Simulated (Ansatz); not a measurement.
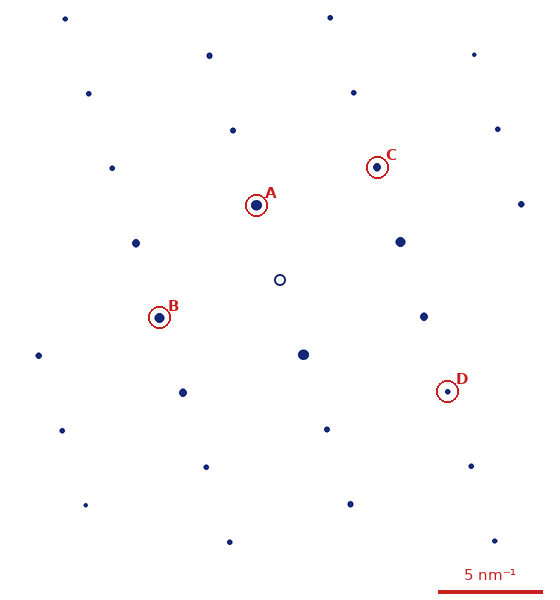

The pattern is a kinematic simulation for 200 kV electrons (no multiple scattering; isotropic B = 0.3 Å²). The zone axis points towards the electron source and the pattern is seen from the source side.

Crystal: ZnO, space group P6_3mc (No. 186), a = 3.279 Å, c = 5.294 Å (hexagonal axes). Structure: coordinates from a relaxation with DFT PBE, scalar-relativistic, plane waves, PAW in Ansatz 0.2.0; the starting structure was generated, so it need not be a known form of this composition.

Spot A is indexed 0 0 -2 and spot B -1 2 0.

> Index the other marked spots.

C = A − B = 1 -2 -2 (d = 1.394 Å). D = −2A − B = 1 -2 4 (d = 1.030 Å).

> Which zone axis is this?

The cross product of A and B is parallel to [210]; every spot obeys hu + kv + lw = 0.

> What are the spacings of A and B and the angle between them?

d(A) = 2.647 Å, d(B) = 1.640 Å, and the angle is 90.0°.
